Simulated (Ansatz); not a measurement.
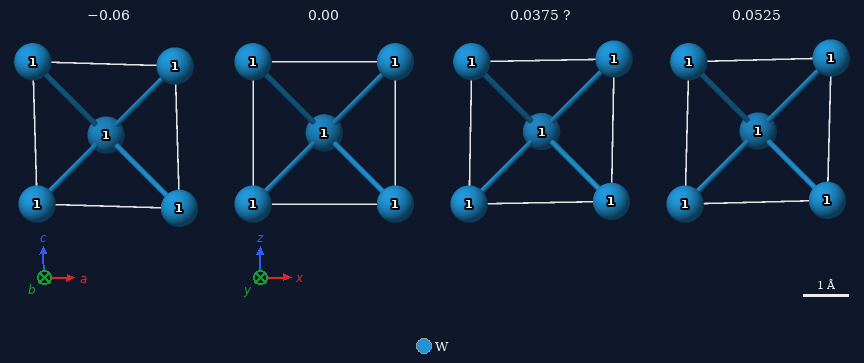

Energy scan for a crystal of W (Im-3m), in which the cell is strained in shear in the xz plane, with the atoms kept at their fractional coordinates. x, y and z are the Cartesian axes of the input. A ball-and-stick model of the conventional cell (2 times the calculation's cell), seen along the b axis. Lengths and directions refer to the drawn axes.

The calculation used Ansatz, DFT PBE, scalar-relativistic, plane waves, PAW. Settings: plane-wave cutoff 420 eV; k-point mesh 20 × 20 × 20; occupations gaussian; smearing width 0.15 eV; no spin polarisation. Energies (free energies at the smearing named) are counted from the cell as listed in its source, which wasn't relaxed.

```
engineering shear strain  energy change (meV/atom)
                 −0.0600                      25.8
                 −0.0300                       6.5
                  0.0000                       0.0
                  0.0075                       0.4
                  0.0150                       1.6
                  0.0225                       3.7
                  0.0375                         ?
                  0.0450                      14.6
                  0.0525                      19.8
```

> One row is withheld. What is its energy?

A straight line between the two neighbours gives 11.0 meV/atom. A cubic through the four nearest rows (0.0150, 0.0225, 0.0450, 0.0525) gives, with Lagrange weights, (−0.2000)(1.6) + (0.5000)(3.7) + (1.0000)(14.6) + (−0.3000)(19.8) = 10.2 meV/atom. The calculation gives 10.1 meV/atom, so the cubic is 0.1 meV/atom too high and the straight line 0.9 meV/atom too high, as the curve bends upwards here.

The whole profile:

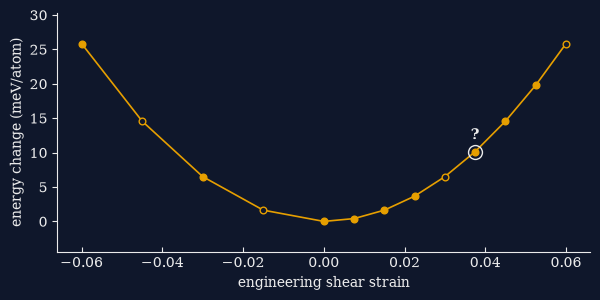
